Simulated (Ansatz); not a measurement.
**Energy of Cu along an even scaling of the cell**

System: Cu (P6₃/mmc, 2 atoms in the cell).
Method: DFT, RPBE, plane waves (420 eV) with PAW, scalar-relativistic, no spin polarisation (Ansatz 0.2.0).

The 5 runs differ only in the geometry, by an even scaling of the cell at fixed fractional positions.

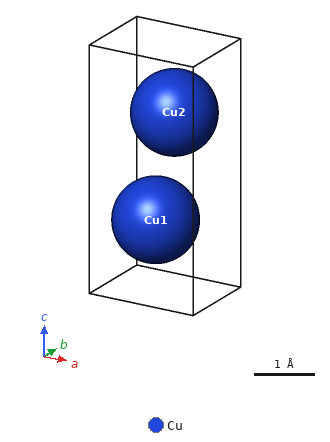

Figure 1. The structure of run 3 (spheres-only view of the cell of the calculation, seen slightly off an axis; atoms are numbered from 1 in the order of the input).

**Input of run 3**
```yaml
crystal:
  lattice:
    - [2.5971812542, 0.0, 0.0]
    - [-1.2985906271, 2.2492249444, 0.0]
    - [0.0, 0.0, 4.2518036126]
  atoms:
    - { symbol: Cu, position: [0.3333333333, 0.6666666667, 0.25] }
    - { symbol: Cu, position: [0.6666666667, 0.3333333333, 0.75] }
hamiltonian:
  xc: rpbe
  pseudopotentials:
    kind: paw
    azcp:
      Cu: "pseudopotentials/Cu.paw.azcp"
basis:
  ecutwfc: 420
  fft_grid_basis: typed
kpoints:
  mp_grid: { grid: [16, 16, 8], shift: [0, 0, 0] }
magnetization:
  spin_polarized: false
scf:
  occupations: { method: fermi_dirac, width: 0.1 }
  lower_state_search: "off"
output:
  stress: true
  write_density: true
  write_potential: true
  elf: true
  volumetric_format: npy
```

Lattice vectors (Å) and fractional positions of run 3:
```
   2.597181    0.000000    0.000000
  -1.298591    2.249225    0.000000
   0.000000    0.000000    4.251804
Cu  0.333333  0.666667  0.250000
Cu  0.666667  0.333333  0.750000
```

Run 4 differs from it as follows:
```diff
-    - [2.5971812542, 0.0, 0.0]
-    - [-1.2985906271, 2.2492249444, 0.0]
-    - [0.0, 0.0, 4.2518036126]
+    - [2.6646704843, 0.0, 0.0]
+    - [-1.3323352421, 2.3076723321, 0.0]
+    - [0.0, 0.0, 4.3622891445]
```

**Results, with one run withheld**

| run | volume per atom (Å³) | free energy per atom, from the lowest run given (meV) | pressure (GPa) |
| --- | --- | --- | --- |
| 1 | 11.425 | 35.77 | 12.56 |
| 2 | 11.922 | 8.18 | 5.51 |
| 3 | 12.419 | 0.00 | −0.02 |
| 4 | 13.412 | ? | ? |
| 5 | 13.909 | 54.31 | −10.39 |

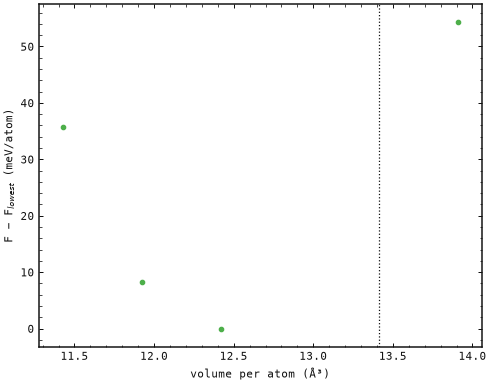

Figure 2. Free energy per atom of the runs given; the dotted line marks run 4.

What should run 4 give?

A quadratic polynomial in V^(−2/3) (the Birch–Murnaghan form), fitted to the 4 runs given, misses them by at most 0.28 meV per atom. With x = V^(−2/3) − 0.18703 Å⁻², it reads F = −0.039429 + 455.13 x + 3.0467e+05 x² (meV per atom). At run 4 it gives 25.21 meV per atom, and the run itself gives 26.02. The slope of the fit gives a pressure −dF/dV of −7.85 GPa there, and the run prints −7.75 GPa. The two needn't agree exactly: the fit is approximate, and the printed stress is taken on a finite basis. The fit has its minimum at 12.438 Å³ per atom, where V d²F/dV² gives 121 GPa. Cell shape and fractional positions are held, so this is the stiffness under even scaling; the relaxed bulk modulus wasn't computed. So low a polynomial doesn't follow these energies more closely.

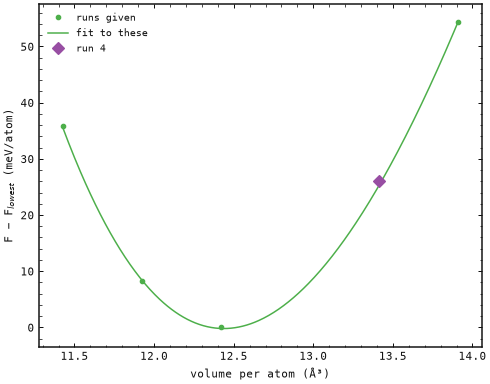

Figure 3. The fit and the withheld run.

**Output, shortened to warnings, some set-up lines, iterations and results (run 4)**
```
Basis set: ecut = 420 eV, 549 PW (Γ)
Symmetry: 24 space group operations
k-points: 150 of 2048
Initial density: superposition of atomic densities (neutral atoms: chi_scale 0, normalization atom), corrected by the library's trained network
[...]
SCF iter   1: F=—  HF=-13260.675943 eV  |F-HF|=—  |Δ(HF+E_count)|=         —  Δρ=9.09e-3  dr2=1.12e-2  ethr=1.77e-3  ⟨swp⟩=4.7  Hψ=12641  notcnv=0
SCF iter   2: F=—  HF=-13260.674083 eV  |F-HF|=—  |Δ(HF+E_count)|=   1.86e-3  Δρ=1.30e-3  dr2=2.24e-4  ethr=2.95e-5  ⟨swp⟩=2.5  Hψ=6288  notcnv=0
SCF iter   3: F=—  HF=-13260.674087 eV  |F-HF|=—  |Δ(HF+E_count)|=   4.35e-6  Δρ=1.07e-3  dr2=1.71e-4  ethr=5.90e-7  ⟨swp⟩=2.4  Hψ=5780  notcnv=0
SCF iter   4: F=—  HF=-13260.674076 eV  |F-HF|=—  |Δ(HF+E_count)|=   1.18e-5  Δρ=1.07e-4  dr2=1.60e-6  ethr=4.50e-7  ⟨swp⟩=2.3  Hψ=4563  notcnv=0
SCF iter   5: F=—  HF=-13260.674076 eV  |F-HF|=—  |Δ(HF+E_count)|=   7.52e-8  Δρ=4.48e-5  dr2=3.77e-7  ethr=4.21e-9  ⟨swp⟩=2.0  Hψ=6310  notcnv=0
SCF iter   6: F=-13260.674076 eV  HF=-13260.674076 eV  |F-HF|=9.38e-9  |Δ(HF+E_count)|=   1.76e-7  Δρ=9.28e-6  dr2=2.17e-8  ethr=2.63e-10  ⟨swp⟩=8.2  Hψ=23864  notcnv=0
SCF 1 converged in 6 iterations: F = -13260.674076 eV  dr2 = 2.17e-8
SCF converged after 6 iterations
Free energy (F): -13260.674076 eV
Harris-Foulkes:  -13260.674076 eV  (|F-HF|=9.38e-9)
Internal energy: -13260.647961 eV  (E = F + TS)
E sigma→0 (E₀):  -13260.661019 eV
Entropy (-TS):   -0.026115 eV (-13.057 meV/atom)
Fermi energy:    14.323853 eV
--- Per-component energies (eV) ---
  E_band       = -799.181906
  E_kinetic    = 596.675087
  E_local      = -8566.861967  (includes V_loc(G=0)·N_el)
  E_nonlocal   = 783.032277
  E_hartree    = 3763.187333
  E_xc         = -177.090393
  E_vxc        = -227.985616  (∫ρ·V_xc dr)
  E_paw        = -3340.519028  (= ΣΔE_a)
  E_vpaw       = -910.422693  (= ΣTr[D̂ρ^β])
  E_aug_tail   = 0.000558  (compensation charges beyond the density's cutoff)
  E_ewald      = -6318.987306
  E_core_change = -0.084522  (= ΣΔE_core)
  E_smearing   = -0.026115  (= −TS)
  E_closure    = -0.000000  (closes the sum)
  Σ components = -13260.674076   (vs F -13260.674076, Δ=0.00e0)
--- Stress (GPa, compression-positive) ---
       -7.788046      -0.000000       0.000000
       -0.000000      -7.788046       0.000000
        0.000000       0.000000      -7.671794
  P = ⅓ Tr σ = -7.7493 GPa (-77.493 kbar)
```
